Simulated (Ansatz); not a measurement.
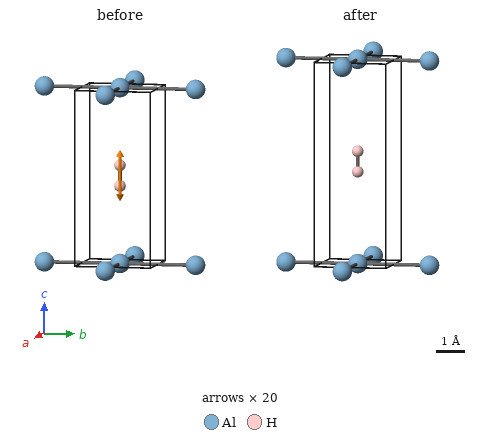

The structure of crystalline AlH$_{2}$ (a generated structure, set up in Pmmm) before (left) and after (right) a relaxation, at one scale. The orange arrows give the displacements (the part carried along by the change of the cell is left out), magnified 20 times.

A ball-and-stick model of the cell of the calculation, seen slightly off an axis.

These are results of DFT PBE, scalar-relativistic, plane waves, PAW in Ansatz 0.2.0, not measurements.

Input
```yaml
crystal:
  lattice:
    - [2.5728094986, 0.0, 0.0]
    - [0.0, 2.805841243, 0.0]
    - [0.0, 0.0, 6.4208910542]
  atoms:
    - { symbol: Al, position: [0.5, 0.5, 0.0] }
    - { symbol: H, position: [0.5, 0.5, 0.5591238408] }
    - { symbol: H, position: [0.5, 0.5, 0.4408761592] }
basis:
  ecutwfc: 420
kpoints:
  mp_grid: { grid: [18, 16, 8] }
hamiltonian:
  xc: pbe
scf:
  occupations: { method: gaussian, width: 0.1 }
output:
  forces: true
  stress: true
  eigenvalues: true
relax:
  adjacent_minimum: "off"
  f_tol: 0.01
  max_steps: 80
  cell: { stress_tol: 0.05 }
```

Launched with:
```bash
ansatz run input.yaml --threads 1 --pin off --max-ram 2560MiB --backend cpu --events-out ev --progress --plain --runs-dir out
```

Summarise the run.

Answer. The largest moves relative to the cell, 0.066 Å, are those of H2 and H3. H3 goes along +c. Al stays in place. The drawn cell changes as follows: a 2.573 → 2.684 Å (+4.3 %), b 2.806 → 2.664 Å (−5.1 %), c 6.421 → 7.462 Å (+16.2 %); the volume changes by +15.1 %. Near-neighbour distances that change, for instance: Al1–Al1 2.806 → 2.664 Å, Al1–Al1 (another image) 2.573 → 2.684 Å, H2–H3 0.759 → 0.751 Å. The space group stays Pmmm (No. 47). After 12 accepted moves (15 points after the start) the energy has fallen by 10.3 meV per atom. Largest force component: 0.025 eV/Å at the start, 0.0037 eV/Å at the end. Pressure: 0.08 GPa at the start and 0.01 GPa at the end. At 3 points the geometry stayed and the basis and grid were re-selected for the new cell (energy shift of 1.6 meV per atom at most each time).
